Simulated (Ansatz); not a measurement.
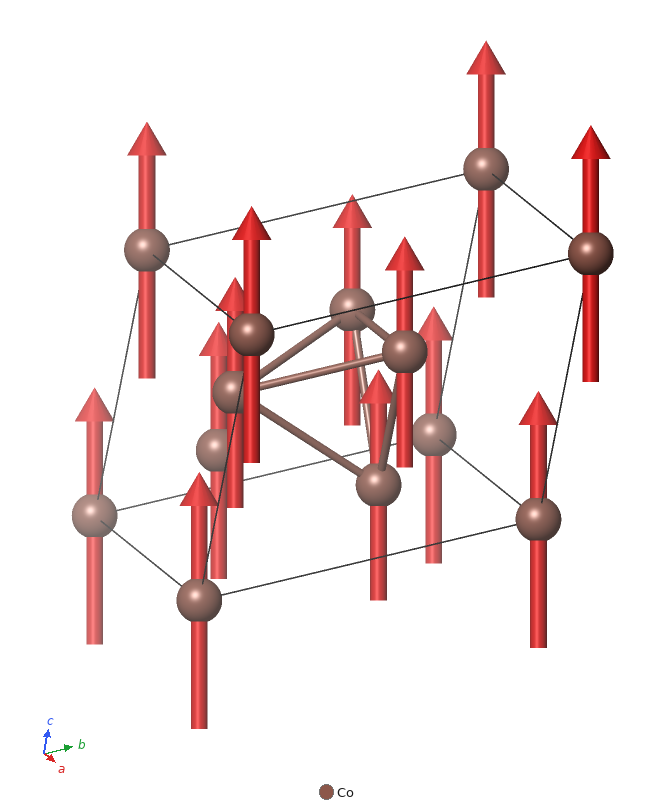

We look at a ball-and-stick model of the crystal slightly off an axis. The frame is the simulation cell; atoms at its boundary are shown with their periodic copies. Arrows are the site magnetic moments above 0.25 μB; longer means larger, and red and blue are up and down (without spin-orbit coupling the axis itself is arbitrary).

This is the state reached for Co. The calculation used DFT PBEsol, scalar-relativistic, plane waves, PAW in Ansatz 0.2.0, with plane-wave cutoff 420 eV, k-points on a 14×14×14 grid, Gaussian smearing of 0.15 eV, collinear spins.

Question: Which kind of magnetic order is this?

Answer: Ferromagnetic (within this cell). Site moments: 6 Co +1.2 to +1.6 μB. The net spin moment of the whole cell is 7.7 μB.

It goes back to a structure listed in the Materials Project. The cell was then strained or its atoms displaced on purpose. It went into a calculation with Ansatz.

At this level of theory the run's own cell isn't at rest (compressed, at 93 GPa), so its distances can differ from those at equilibrium, the more so the softer the solid, and its magnetic state may change on relaxation.
